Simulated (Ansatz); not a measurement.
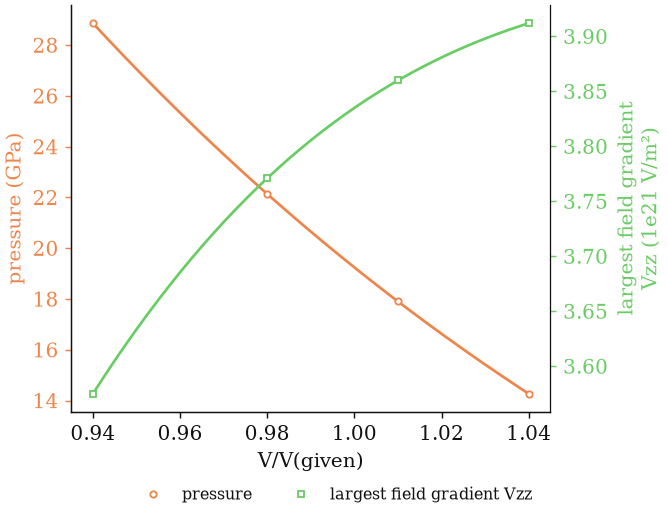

The picture above shows the pressure and largest field gradient Vzz against V/V(given) for Sb, space group I4/mmm (No. 139).

Structure:
```yaml
crystal:
  lattice:
    - [-1.50500, 1.50500, 2.48000]
    - [1.50500, -1.50500, 2.48000]
    - [1.50500, 1.50500, -2.48000]
  atoms:
    - { symbol: Sb, position: [0.00000, 0.00000, 0.00000] }
```

Method: periodic Kohn-Sham DFT of a crystal at fixed atoms, scaled to the stated factor times the given cell; pressure positive in compression (Ansatz 0.2.0). Level: PBE.

method frozen-core PAW; relativity scalar; k mesh 19×19×19; occupations Fermi–Dirac; smearing width 0.05 eV; wave cutoff 420 eV; PAW set soft_2.

V(given) is 22.47 Å³/atom.

**Read off the course of the pressure.**

It falls from 28.9 GPa at V/V(given) 0.94 to 14.3 GPa at 1.04.

**How does the largest field gradient Vzz vary with V/V(given)?**

It rises from 3.575 1e21 V/m² at V/V(given) 0.94 to 3.912 1e21 V/m² at 1.04.

Note: field gradient without spin-orbit coupling on heavy atoms; no gap: field gradients move with the k mesh; no spin-orbit coupling on heavy atoms; the volumes run don't bracket the minimum of the energy, so any equilibrium value is extrapolated; shape and atomic fractions are frozen while scaling, which makes layered, chain and framework solids too stiff.

The computed values:

| V/V(given) | pressure (GPa) | largest field gradient Vzz (1e21 V/m²) |
| --- | --- | --- |
| 0.94 | 28.9 | 3.575 |
| 0.98 | 22.1 | 3.771 |
| 1.01 | 17.9 | 3.860 |
| 1.04 | 14.3 | 3.912 |
